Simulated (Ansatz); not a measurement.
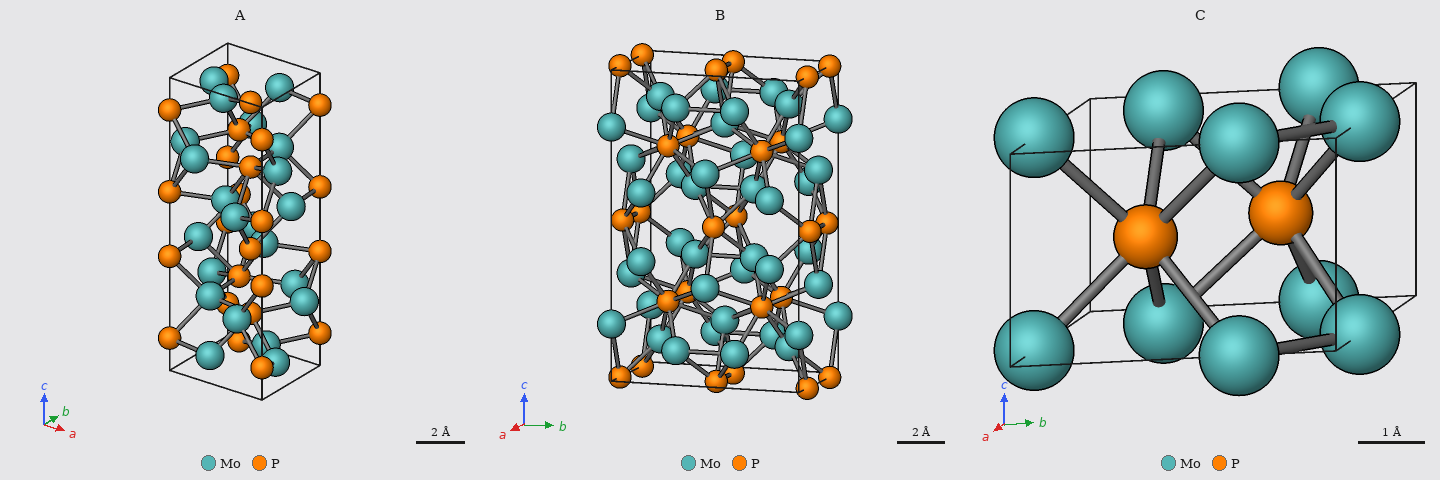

Three structures of Mo3P2, each relaxed to rest (conventional cells in solid outline, small ones repeated, each panel with its own scale). Method: DFT PBE, scalar-relativistic, plane waves, PAW in Ansatz, without spin polarisation.

> What are the structures shown?

A: 30 atoms a cell on a rhombohedral (trigonal R) lattice, R-3c; B: 40 atoms a cell on a face-centred orthorhombic lattice, Fmmm; C: 5 atoms a cell on a primitive hexagonal lattice, P-62m.

> Which of these is lowest in energy, and how far above it do the others lie?

C, then A (+47 meV/atom) and B (+89 meV/atom), energies at zero smearing.

> Collect the results in a table.

| panel | structure | E − E(lowest) (meV/atom) | volume (Å³/atom) | gap (eV) |
| --- | --- | --- | --- | --- |
| C | P-62m | 0 | 15.4 | metal |
| A | R-3c | 47 | 15.3 | metal |
| B | Fmmm | 89 | 14.6 | metal |

Some of these may be structure types tried for this composition rather than known phases, and the most stable form need not be among them. Gaps are taken on the k-mesh or band path of each run.
